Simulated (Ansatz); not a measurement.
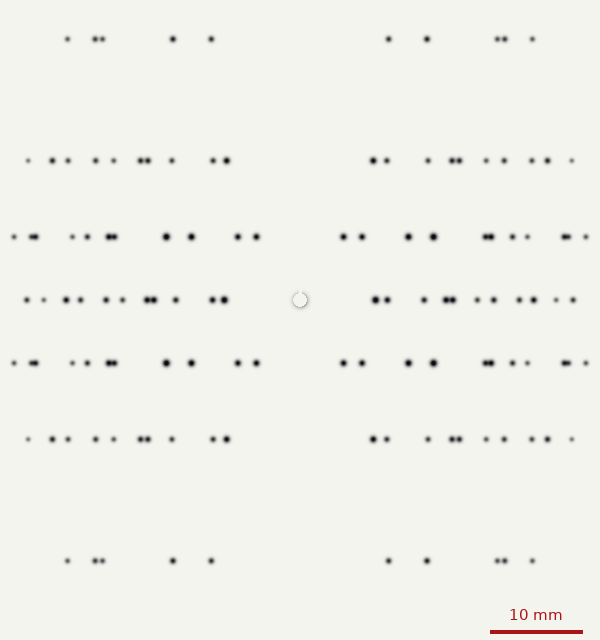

Simulated X-ray rotation photograph: Mo Kα radiation (λ = 0.7107 Å), cylindrical film of radius 28.65 mm unrolled, rotation axis vertical and normal to the beam, kinematic intensities without Lorentz or polarisation factors, the film spanning ±63° about the beam; spots down to d = 0.67 Å.

**What lattice repeat along the rotation axis do the layer lines give?**

The first layer line lies 6.9 mm from the equator, so tan ν = 0.242, sin ν = 0.236 and the period is λ/sin ν = 3.02 Å. Further lines follow at 15.3, 28.6 mm.

The crystal is Ta, space group Fm-3m (No. 225), a = 4.26 Å. Structure: the end point of a relaxation with DFT, BLYP, plane waves (420 eV) with PAW, scalar-relativistic (Ansatz 0.2.0); the starting structure was generated, so it need not be a known form of this composition.

**About which axis was it rotated?**

About [110] (or an equivalent direction), whose length in the conventional cell is 6.031 Å; the F centring shortens the period to 1/2 of it.
